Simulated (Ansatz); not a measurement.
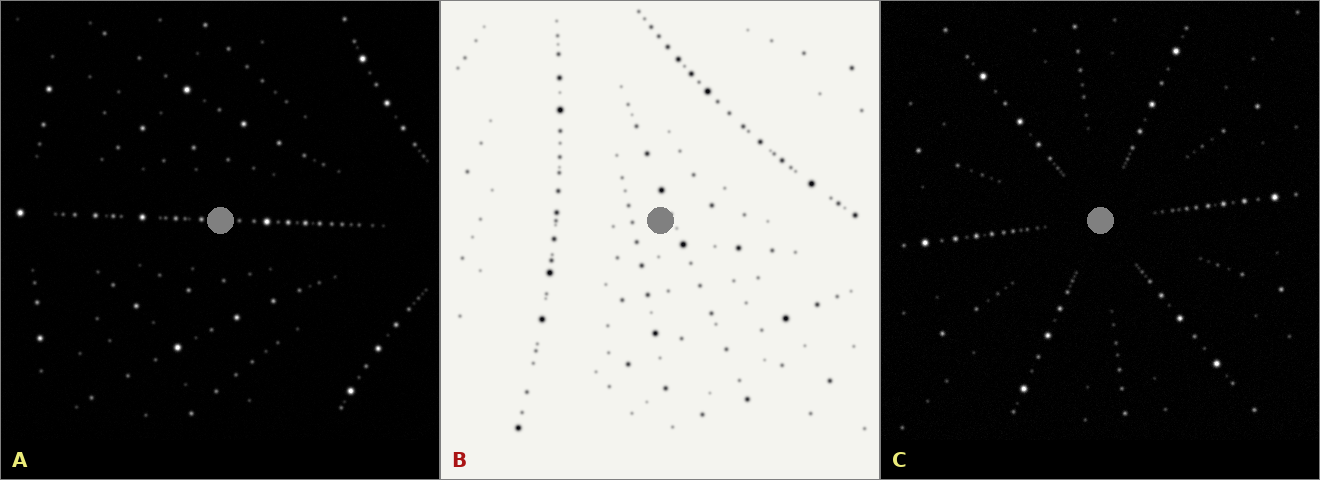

Simulated back-reflection Laue patterns (white X-rays, 0.45 to 2.2 Å, flat plate covering ±45° about the beam, kinematic intensities, seen from the source). Crystal: Ca, space group Fmmm (No. 69), a = 3.98 Å, b = 6.45 Å, c = 13.60 Å. Structure: the geometry relaxed with DFT r2SCAN, scalar-relativistic, plane waves, PAW (Ansatz 0.2.0); the starting structure was generated, so it need not be a known form of this composition.

| atom | site | symmetry | x | y | z |
| --- | --- | --- | --- | --- | --- |
| Ca | 8i | mm2 | 0.5000 | 0.0000 | 0.3680 |

The directions [001], [011], [111] point towards the source, in some order. Which is which?

Answer. A: [011], symmetry m (one mirror line). B: [111], symmetry 1 (no symmetry). C: [001], symmetry 2mm (a twofold axis with two mirror lines). The Laue class is mmm.
